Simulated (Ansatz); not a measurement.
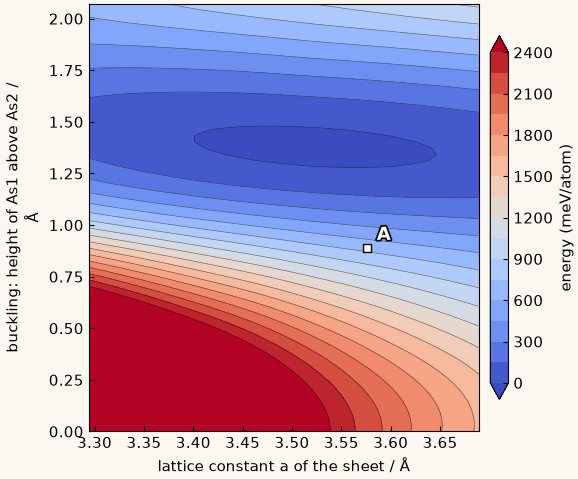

A two-dimensional sheet of As of the honeycomb type (2 atoms in the cell). The lattice constant and the buckling of a sheet are varied, nothing relaxed. First axis: lattice constant a of the sheet (both vectors scaled alike). Second axis: buckling: height of As1 above As2. Grid: 8 × 8 points. Points are written as (first, second). Energies: meV/atom, counted from the lowest grid point. Theory: DFT LDA, scalar-relativistic, plane waves, PAW in Ansatz 0.2.0. Settings: cutoff 420 eV, k-mesh 9×9×1, gaussian smearing 0.02 eV, no spin polarisation.

Drawn: filled contours, one colour for all values above the top of the scale, the point A. Between grid points the surface is interpolated.

### Which way does the force act at A, and how strong is it?

A, at (3.576 Å, 0.888 Å), is not a stationary point. The computed force is 1600 meV/atom for each Å towards larger values of the first coordinate and 2500 meV/atom for each Å towards larger values of the second coordinate.
